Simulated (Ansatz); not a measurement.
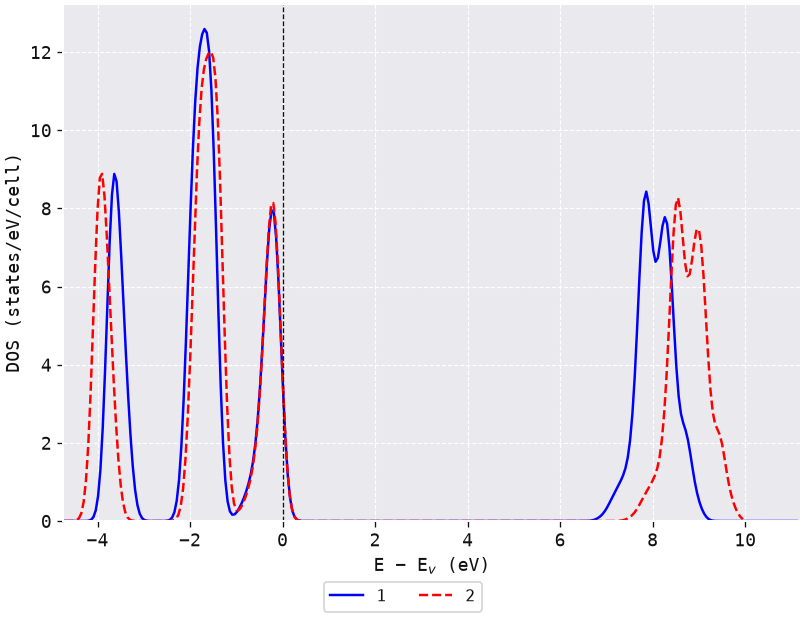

Total densities of states of N, space group P4_2/mnm, 4 atoms in the cell, uniaxial (z) strain +1.9%, by two methods on the same cell. The curves are built from the levels of the k mesh with Gaussians 0.3 eV wide, which also blur the band edges. Each is counted from its own valence-band top.

Which curve is which? The methods: PBE, r2SCAN.

Answer. 1 is PBE; 2 is r2SCAN. PBE gives a gap of 6.89 eV and r2SCAN gives a gap of 7.54 eV.

Settings. PBE: DFT, PBE, plane waves, PAW, no spin polarisation, 6×6×6 k mesh, 420 eV cutoff, Fermi-Dirac smearing of 0.02 eV (Ansatz). r2SCAN: DFT, r2SCAN, plane waves, PAW, no spin polarisation, 6×6×6 k mesh, 500 eV cutoff (Ansatz).

The atoms aren't at rest in this cell (largest force 1.2 eV/Å), so the relaxed material can differ.
